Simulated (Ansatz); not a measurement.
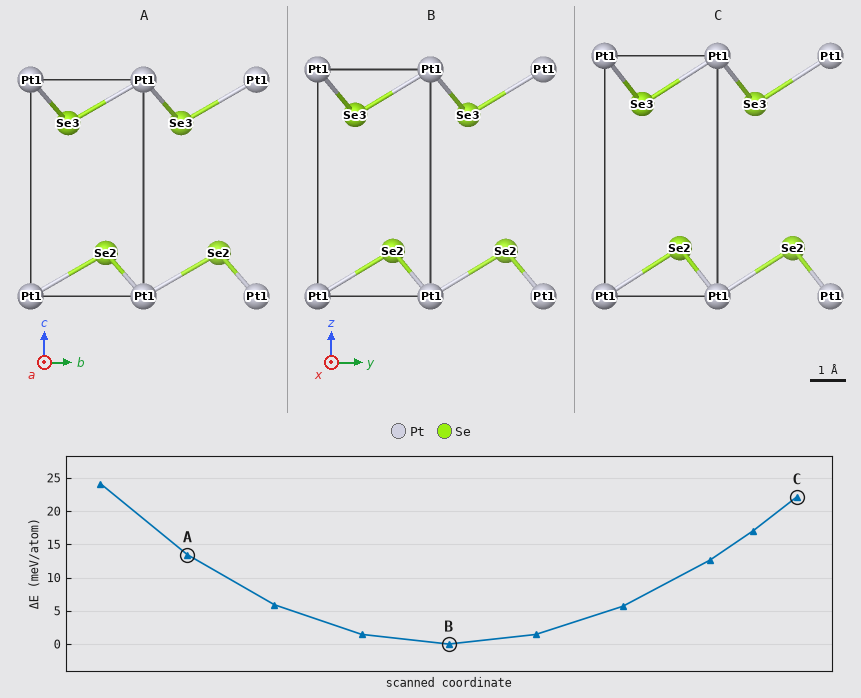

Frames of a one-coordinate scan of crystalline PtSe2 (P-3m1). x, y and z are the Cartesian axes of the input. Style: ball-and-stick. Shown: the cell of the calculation, repeated 2 × 2 × 1 with one cell outlined, along the a axis.

These are results of DFT PBE, scalar-relativistic, plane waves, PAW in Ansatz, not measurements. (plane-wave cutoff 420 eV; k-point mesh 12 × 12 × 4; occupations gaussian; smearing width 0.05 eV; no spin polarisation). Energies (free energies at the smearing named) are counted from the relaxed crystal.

**What is being scanned?**

The cell is strained along z alone, with the atoms kept at their fractional coordinates. In the frames the strain is −0.045 (A), 0.00 (B), 0.06 (C). Of the computed points the lowest is at the strain 0.00, 0.0 meV/atom. At the ends of the scan the energy is 24.1 meV/atom (−0.06) and 22.1 meV/atom (0.06). The curvature at zero strain, (1/V) d²E/dε², is about 78 GPa; it is C₃₃ with clamped ions. The distortion keeps the space group P-3m1. At the strain −0.06 the cell of the drawing goes c 6.527 → 6.135 Å.

Limits of the set-up: layers or molecules are held without a dispersion correction, so their spacing is unreliable.
